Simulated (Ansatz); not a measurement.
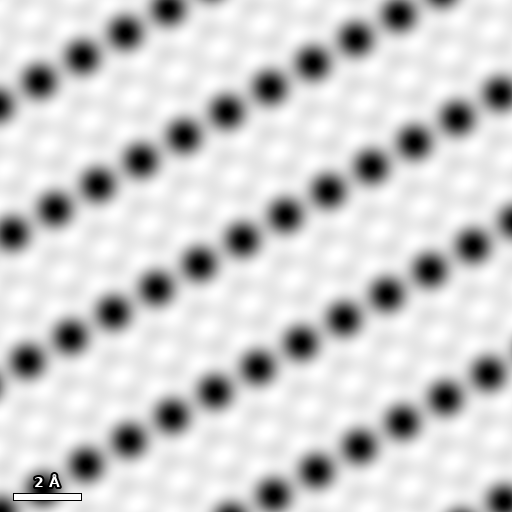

Phase-contrast TEM-like image of B (P6/mmm, No. 191). Simulated in the weak-phase-object approximation with neutral-atom potentials: 200 kV, Cs = 40 µm, defocus −120 Å (negative is underfocus), defocus spread 12 Å, aperture 0.96 1/Å. Structure used: coordinates from a relaxation with DFT PBEsol, scalar-relativistic, plane waves, PAW in Ansatz; the starting structure was generated, so it need not be a known form of this composition.

```xyz
1
Lattice="1.7074 0.0000 0.0000 -0.8537 1.4787 0.0000 0.0000 0.0000 3.5602" Properties=species:S:1:pos:R:3 pbc="T T T"
B     0.0000    0.0000    0.0000
```

Q: Which beam direction gives this image, [101], [201], [310] or [100]? (Directions equivalent by symmetry count as one.)

A: [100]. The projected cells are 1.54 × 1.67 Å, 118° for [101]; 1.23 × 1.60 Å, 113° for [201]; 0.56 × 3.56 Å, 90° for [310]; 1.48 × 3.56 Å, 90° for [100], and the image repeats as the [100] one does.
